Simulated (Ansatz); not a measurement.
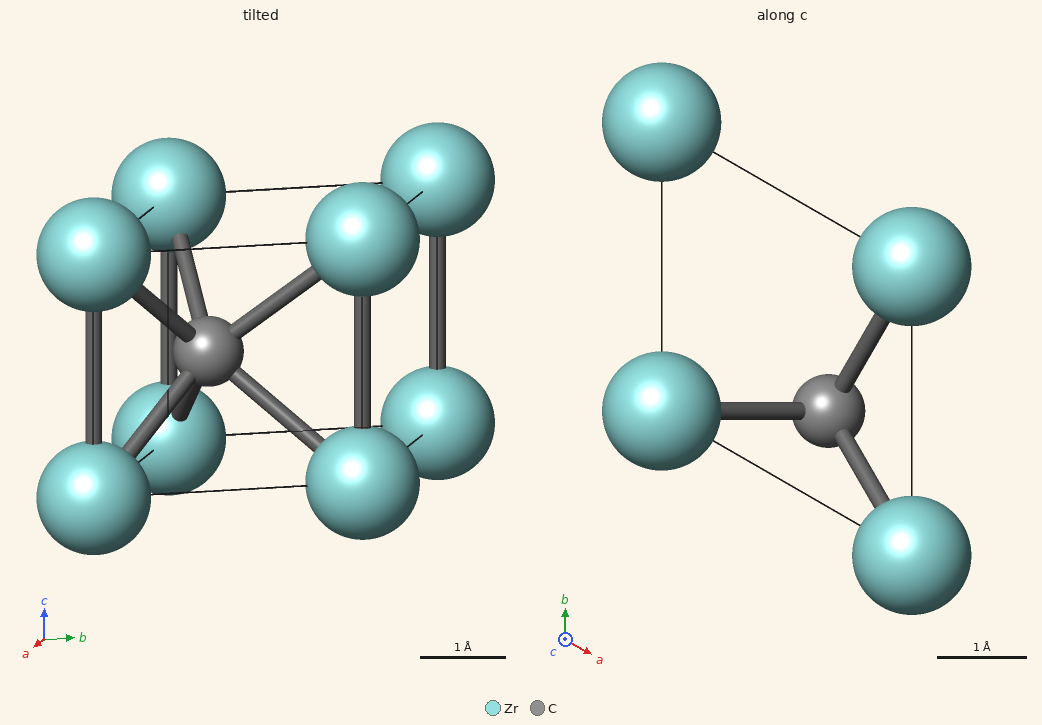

View slightly off an axis and along the c axis, drawn as a ball-and-stick model. The frame is the conventional unit cell; atoms at its boundary are shown with their periodic copies.

ZrC, tungsten carbide (WC) type, space group P-6m2 (No. 187), a = 3.270 Å, b = 3.270 Å, c = 2.940 Å, α = 90.00°, β = 90.00°, γ = 120.00°. Its origin is a structure type filled with these elements by a generator (whether the compound takes this form wasn't checked). Earlier steps of the study may have refined or changed the cell and positions. An electronic-structure calculation with Ansatz was run on it.

This one geometry was computed with Ansatz (DFT, plane waves, PAW) at five levels of theory: LDA, PBE, PBEsol, r2SCAN and PBE with spin-orbit coupling.

### Which level gives the highest pressure at this volume, and what does that say about its equilibrium volume?

Highest: PBE (0.0 GPa), r2SCAN (-0.3 GPa) and PBE with spin-orbit coupling (0.0 GPa), which points to the largest equilibrium volume. Lowest, with the smallest volume: LDA (-9.1 GPa). Levels within 0.5 GPa of each other can't be told apart.

### How does the band gap change with the level of theory?

All levels give a metal.

### Collect the results in a table.

| level | cutoff (eV) | k-mesh of the run's cell | gap (eV) | pressure (GPa) |
| --- | --- | --- | --- | --- |
| LDA | 420 | 12×12×12 | metal | -9.1 |
| PBE | 420 | 12×12×12 | metal | 0.0 |
| PBEsol | 420 | 12×12×12 | metal | -5.3 |
| r2SCAN | 500 | 12×12×12 | metal | -0.3 |
| PBE with spin-orbit coupling | 420 | 12×12×12 | metal | 0.0 |

Gaps are taken on the k-mesh or band path of each run.
